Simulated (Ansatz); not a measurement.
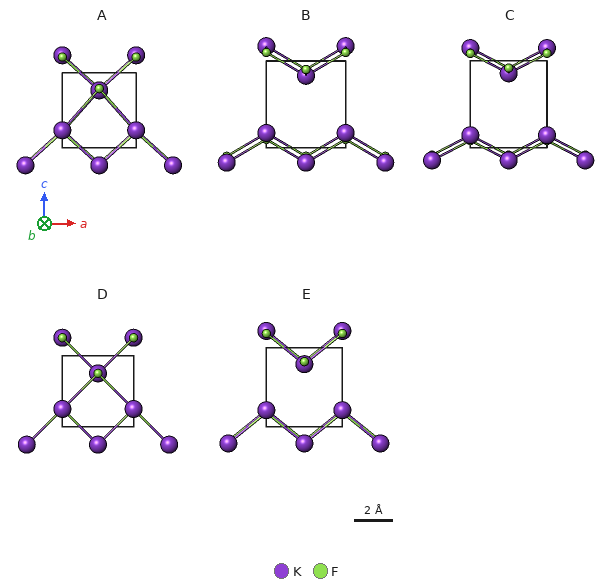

5 geometries from one relaxation of a crystal of KF (a generated structure, set up in Pmmn) (coarse preliminary run), in shuffled order. Style: ball-and-stick. Shown: the cell of the calculation, along the b axis.

Theory: Ansatz, DFT PBE, scalar-relativistic, plane waves, PAW. Set-up: plane-wave cutoff 420 eV; k-point mesh 4 × 4 × 4; occupations gaussian; smearing width 0.1 eV; no spin polarisation; cell and atoms relaxed; force threshold 0.04 eV/Å; at most 70 steps.

Put them in the order of the run, from the start to the converged end.

C, B, E, A, D. They are steps 0, 1, 3, 4, 9, at +1.119 eV per cell of the calculation, +0.595 eV per cell of the calculation, +0.270 eV per cell of the calculation, +0.111 eV per cell of the calculation relative to the last. The largest moves relative to the cell, 0.64 Å, are those of F atoms. Largest moves by element: F 0.64 Å, K 0.40 Å. Cell: a 4.129 → 3.837 Å (−7.1 %), b 4.789 → 5.389 Å (+12.5 %), c 4.692 → 3.839 Å (−18.2 %). Volume −14.4 %. Near-neighbour distances that change, for instance: F–K 4.166 → 2.714 Å, F–K 2.327 → 2.714 Å, K–K 3.440 → 3.824 Å, F–K 2.411 → 2.694 Å. New bonds form, among them: F–K (4.17 → 2.71 Å). Among the angles between lasting bonds that change: K–F–K 125.1° → 90.0°, F–K–F 125.1° → 90.0°, F–K–F 166.5° → 180.0°. Within 0.06 Å the space group is Pmmn at the start and Fm-3m at the end; at a tighter tolerance small leftover displacements or strains of the cell lower it. Over 7 accepted moves (9 points after the start) the energy falls by 1.119 eV per cell of the calculation. The largest force component goes from 1.1 to 0.00094 eV/Å. Pressure: 8.31 GPa at the start and 0.10 GPa at the end. The SCF was repeated twice at an unchanged geometry on a basis and grid sized afresh for the cell, which shifted the energy by 21.2 meV per cell of the calculation at most.
